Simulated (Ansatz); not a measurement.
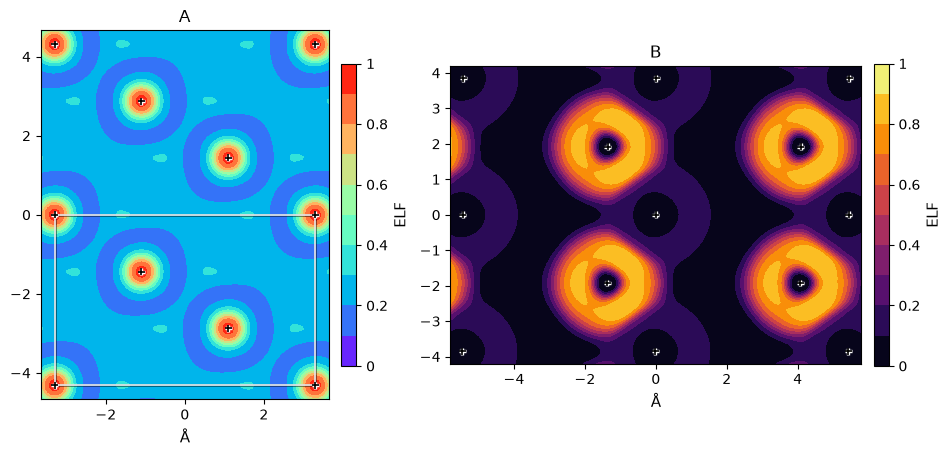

The electron localisation function of 2 systems, each on a plane through atoms (crosses mark nuclei in the plane).

Level of theory: DFT PBE, scalar-relativistic, plane waves, PAW (Ansatz).

System 1: Cu, the (110) plane of the conventional cell. Space group R-3m; computed pressure about 3 GPa in this cell; computed without spin polarisation.

System 2: ZnS, the (101) plane of the standardised cell. Space group Imm2; changed on purpose from its base cell (strain +0.0050 x Voigt [0, 0, 0, 0, 1, 0], atoms carried along).

```xyz
8
Lattice="0.0000 5.4431 0.0000 5.4431 0.0000 0.0136 -0.0136 0.0000 -5.4431" Properties=species:S:1:pos:R:3 pbc="T T T"
Zn    2.7148    0.0000   -2.7148
Zn   -0.0068    2.7216   -2.7216
Zn    0.0000    0.0000    0.0000
Zn    2.7216    2.7216    0.0068
S     4.0721    1.3608   -4.0721
S     1.3506    4.0823   -4.0789
S     1.3574    1.3608   -1.3574
S     4.0789    4.0823   -1.3506
```

Question: Match each panel to its system.

Answer: Panel A is system 1, Cu: the plane holds Cu. Cu–Cu (2.63 Å): the ELF is about 0.20 at the midpoint; no localised pair shows between them. Panel B is system 2, ZnS: the plane holds Zn and S. Zn–S (2.35 Å): the ELF peaks at about 0.90 in the valence shell of S, 0.8 Å from its nucleus, and is about 0.55 at the midpoint.
